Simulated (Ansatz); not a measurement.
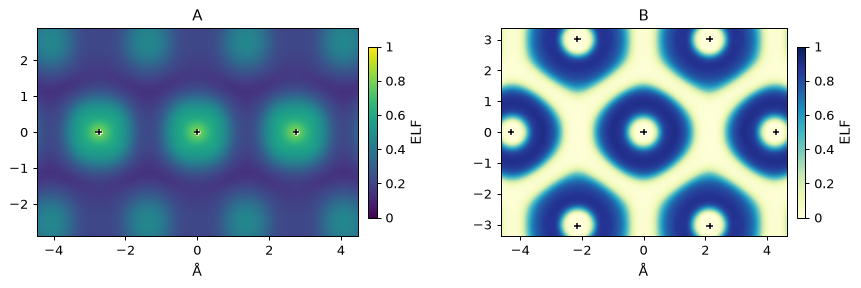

The ELF of 2 systems, each on a plane through atoms (crosses mark nuclei in the plane).

Computed with DFT r2SCAN, scalar-relativistic, plane waves, PAW (Ansatz 0.2.0).

System 1: Au, the (100) plane of the conventional cell. Space group P6₃/mmc; changed on purpose from its base cell (strain -0.050 along x and y, +0.050 along z, atoms carried along); computed pressure about 13 GPa in this cell.

```
Au
1.0
     2.74578    0.00000    0.00000
    -1.37289    2.37791    0.00000
     0.00000    0.00000    5.10795
Au
2
Direct
  0.33333 0.66667 0.75000
  0.66667 0.33333 0.25000
```

System 2: CsBr, the (110) plane of the conventional cell. Space group Pm-3m.

```xyz
2
Lattice="4.2860 0.0000 0.0000 0.0000 4.2860 0.0000 0.0000 0.0000 4.2860" Properties=species:S:1:pos:R:3 pbc="T T T"
Cs    0.0000    0.0000    0.0000
Br    2.1430    2.1430    2.1430
```

> Which map belongs to which system?

Panel A is system 1, Au: the plane holds Au. Au–Au (2.75 Å): the ELF is about 0.25 at the midpoint: no shared electron pair shows on this line. Panel B is system 2, CsBr: the plane holds Cs and Br. Cs–Br (3.71 Å): the ELF is about 0.05 at the midpoint: a largely ionic contact.
